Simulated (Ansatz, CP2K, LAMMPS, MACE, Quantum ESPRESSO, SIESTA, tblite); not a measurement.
# How stiff is Ga2O3 with crystalline order left by the classical run (100 atoms)? Programs compared

Aim: pressure against volume for Ga2O3 with crystalline order left by the classical run (100 atoms), with plane waves as the reference.

The results are calculated values.

### 1. Set-up

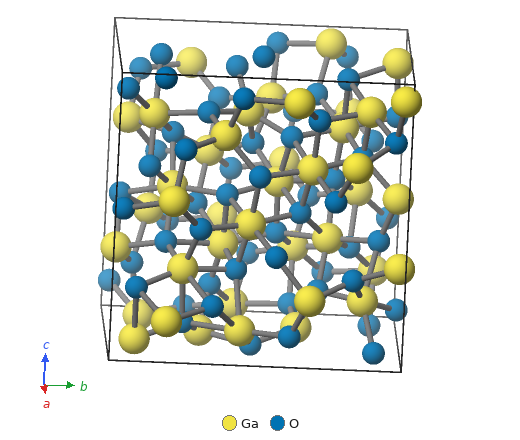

The cell (gallium yellow, oxygen blue). Bonds to atoms that aren't drawn are left out. Some periodic images of atoms are drawn too.

The cell holds 100 atoms (40 Ga and 60 O), with edges of 10.07, 10.07 and 10.07 Å. Recipe: 100 atoms (40 Fe, 60 O) placed at random at 4.44 g/cm³, melted at 5000 K for 10 ps at fixed volume with the Morse and Coulomb pair potential with partial charges (Pedone, Malavasi, Menziani, Cormack and Segre, J. Phys. Chem. B 110, 11780 (2006)). Quenched from 5000 K to 300 K at 100 K/ps and fixed volume, held 10 ps at zero pressure, then minimised at fixed cell. Then Fe was replaced by Ga and the cell scaled by 1.003 (the potential has no terms for the new elements, so the cell is a start for a DFT relaxation). Then the atoms were relaxed with MACE MPA-0 medium in the fixed cell.

Bonds by pair of elements; cutoffs follow the first minimum of g(r), held within bounds set by covalent radii, and pairs that aren't listed don't count as bonded:

```tsv
pair A-B	cutoff (Å)	bonds	mean length (Å)	spread (Å)	shortest (Å)	B about A	A about B
O-Ga	2.43	220	1.98	0.104	1.80	3.67	5.5
```

### 2. The reference input

Quantum ESPRESSO 7.5: Kohn-Sham DFT, PBE, SSSP efficiency 1.3.0 pseudopotentials, plane waves. Its input, pw.in, for the unchanged cell:

```
&control
  calculation = 'scf'
  pseudo_dir = './pseudo'
  outdir = './tmp'
  disk_io = 'none'
  tprnfor = .true.
  tstress = .true.
/
&system
  ibrav = 0
  nat = 100
  ntyp = 2
  ecutwfc = 70
  ecutrho = 560
  nosym = .true.
  occupations = 'smearing'
  smearing = 'fd'
  degauss = 0.003675
/
&electrons
  conv_thr = 5.0e-07
  electron_maxstep = 100
  mixing_beta = 0.4
  mixing_mode = 'plain'
  diagonalization = 'david'
/
ATOMIC_SPECIES
Ga 69.723 Ga.upf
O 15.999 O.upf
CELL_PARAMETERS angstrom
10.06735 0.00000 0.00000
0.00000 10.06735 0.00000
0.00000 0.00000 10.06735
ATOMIC_POSITIONS crystal
Ga 0.72023 0.24759 0.27541
Ga 0.76367 0.37222 0.75160
Ga 0.46037 0.02557 0.29186
Ga 0.20560 0.33361 0.59178
[... 94 atom lines left out ...]
O 0.12957 0.09156 0.85253
O 0.81620 0.29980 0.43285
K_POINTS gamma
```

```console
$ OMP_NUM_THREADS=1 mpirun -np 4 pw.x -in pw.in > output.txt
```

The job ended after 10 min (4 MPI ranks of Arm Neoverse V1, shared host; peak memory 4.9 GiB).

It converged with an r.m.s. force component of 0.052 eV/Å and a pressure of 8.1 GPa.

### 3. The levels

Every level solves the same cells as single points. CPU time is summed over a level's finished runs, on a host shared with the other runs, so it is rough; the force column is the median over cells of the r.m.s. difference of force components from the reference.

| level | basis or training data | k-points | runs finished | CPU time | peak memory (GiB) | force difference (meV/Å) |
| --- | --- | --- | --- | --- | --- | --- |
| QE, PBE | plane waves, SSSP efficiency, 70/560 Ry | Γ | 3 of 3 | 2.3 h | 5.1 | reference |
| SIESTA DZP, PBE | DZP orbitals, shift 0.01 Ry, mesh 500 Ry | Γ | 3 of 3 | 49 min | 3.8 | 124 |
| CP2K double zeta, LDA | DZVP-MOLOPT-SR, GTH-PADE potentials, 800 Ry | Γ | 3 of 3 | 35 min | 7.5 | 91 |
| tblite GFN1-xTB | tight binding with its own dispersion term | Γ | 3 of 3 | 31 s | 0.14 | 267 |
| MACE MP-0b3 medium | trained on PBE(+U) plane-wave data | - | 3 of 3 | 31 s | 1.4 | 54 |
| MACE MPA-0 medium | trained on PBE(+U) plane-wave data | - | 3 of 3 | 31 s | 1.4 | 49 |

The reference's own r.m.s. force component runs from 51 to 53 meV/Å over these cells. MACE MPA-0 medium relaxed the atoms, so in the cells that it relaxed its own forces are small, and its entry isn't an independent test there.

### 4. Pressure against volume

The cell is scaled evenly, and at each volume MACE MPA-0 medium relaxes the atoms again before the single points. The unchanged volume is 10.203 Å³ an atom. Pressures in GPa:

```tsv
level	-3 %	0	+3 %
QE, PBE	13.65	8.06	3.12
SIESTA DZP, PBE	17.54	11.63	6.39
CP2K double zeta, LDA	3.34	-1.89	-6.49
tblite GFN1-xTB	15.62	10.86	6.70
MACE MP-0b3 medium	14.11	8.55	3.65
MACE MPA-0 medium	12.53	7.08	2.31
```

Energy less that of the unchanged cell at the same level, in meV an atom:

```tsv
level	-3 %	+3 %
QE, PBE	22.18	-12.23
SIESTA DZP, PBE	23.65	-14.30
CP2K double zeta, LDA	3.47	5.77
tblite GFN1-xTB	27.29	-17.31
MACE MP-0b3 medium	20.89	-11.22
MACE MPA-0 medium	18.28	-8.85
```

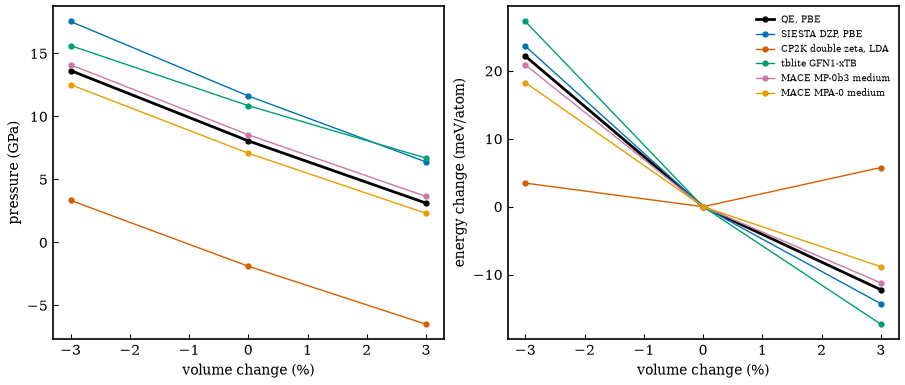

Pressure and energy against volume, by level.

### 5. Moduli

From the three volumes nearest the unchanged one: B from the slope of pressure against ln V and from the curvature of the energy, the pressure that the slope of the energy implies, and the volume change at which the printed pressure crosses zero (a dash if it doesn't within the range).

```tsv
level	B from pressures (GPa)	B from energies (GPa)	printed pressure (GPa)	pressure from energies (GPa)	zero pressure at (%)
QE, PBE	175.4	173.5	8.06	9.01	-
SIESTA DZP, PBE	185.8	163.1	11.63	9.93	-
CP2K double zeta, LDA	163.9	161.3	-1.89	-0.60	-1.1
tblite GFN1-xTB	148.8	174.1	10.86	11.67	-
MACE MP-0b3 medium	174.3	168.8	8.55	8.40	-
MACE MPA-0 medium	170.3	164.6	7.08	7.10	-
```

As a check by hand on the reference: from -3 to +3 % the pressure falls by 10.52 GPa while ln V grows by 0.0600, a ratio of 175.4 GPa.

Gap between the highest filled and the lowest empty level on the runs' k-points, in eV:

```tsv
level	-3 %	0	+3 %
QE, PBE	2.36	2.19	2.01
SIESTA DZP, PBE	2.24	2.07	1.89
CP2K double zeta, LDA	2.19	2.02	1.84
```

### 6. What came out

The plane-wave reference (PBE) gives a bulk modulus of 175.4 GPa from its pressures, at a volume where its pressure is 8.06 GPa, and the pressure stays positive over the whole range. Other programs at PBE: SIESTA DZP, PBE 185.8 GPa (+6 %); its pressure lies +3.57 GPa from the reference's. Other functionals: CP2K double zeta, LDA 163.9 GPa (-7 %); its pressure lies -9.95 GPa from the reference's.

Learned potentials: MACE MP-0b3 medium 174.3 GPa (-1 %) and MACE MPA-0 medium 170.3 GPa (-3 %); their pressures lie -0.98 to +0.48 GPa from the reference's. Tight binding: tblite GFN1-xTB 148.8 GPa (-15 %); its pressure lies +2.79 GPa from the reference's. The moduli are read at one volume but at unlike pressures, and a cell under tension is as a rule softer than one under compression. Moduli from the energies run from 161 to 174 GPa and part from those from pressures by as much as +17 % (tblite GFN1-xTB); they rest on small differences of energy, and for levels other than MACE MPA-0 medium they hold the work of leftover forces. The reference's gap falls as the cell grows, from 2.36 eV at -3 % to 2.01 eV at +3 %.

Caveats: The atoms follow MACE MPA-0 medium, not each level's own minimum, so these moduli only approach relaxed ones and hang on that choice. Three points at finite strain give rough moduli, at the given volume rather than at zero pressure. Pressures at a fixed plane-wave cutoff or in a small atom-centred basis hold some basis error. The quench rate of 100 K/ps is many orders above laboratory rates, so the cell is likely richer in defects and strain than a real sample. The reference samples only Γ, in a cell whose shortest periodic width is 10 Å. The reference isn't exact: its cutoffs and mesh weren't converged further here. SIESTA's automatically made basis is far from complete, and its potentials were converted by us (checked for H, C, O, Si, Ge and Ca alone). Spin–orbit coupling is left out. Where levels are smeared, the DFT runs use Fermi–Dirac occupations at 580 K (0.05 eV), and energies are free energies.

[Logs are printed without paths, hosts, clocks, repeated set-up lines and the standing remarks that a program may print on its own settings, such as how far it seeks lower states.]

[Hosts, paths, dates, database ids (printed as entryN), source tags and the programs' standing remarks are cut or masked in the printed files.]
